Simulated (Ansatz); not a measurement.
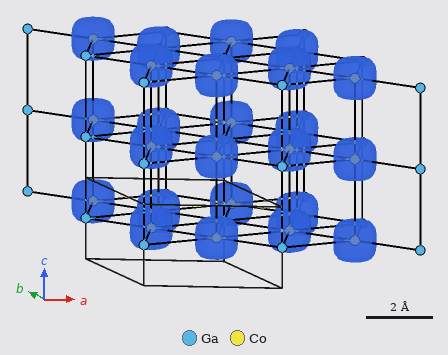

Figure. GaCo₂. Isosurfaces of the spin density (up minus down) at +0.2 (blue) and −0.2 e/Å³ (red), seen slightly off an axis. Sticks mark near contacts.

Space group P6/mmm; a structure generated by program, which may or may not match a known phase; spin-polarised.

All numbers below come from DFT PBE, scalar-relativistic, plane waves, PAW (Ansatz).

### Which atoms carry the moments, and with what signs?

The spin density sits on Co: +1.5 μB (×2) in one cell of 3 atoms: parallel moments (a ferromagnetic arrangement) in this solution. The cell of the calculation (3 atoms) carries 2.8 μB of net spin moment. Only one sign reaches the isovalue.
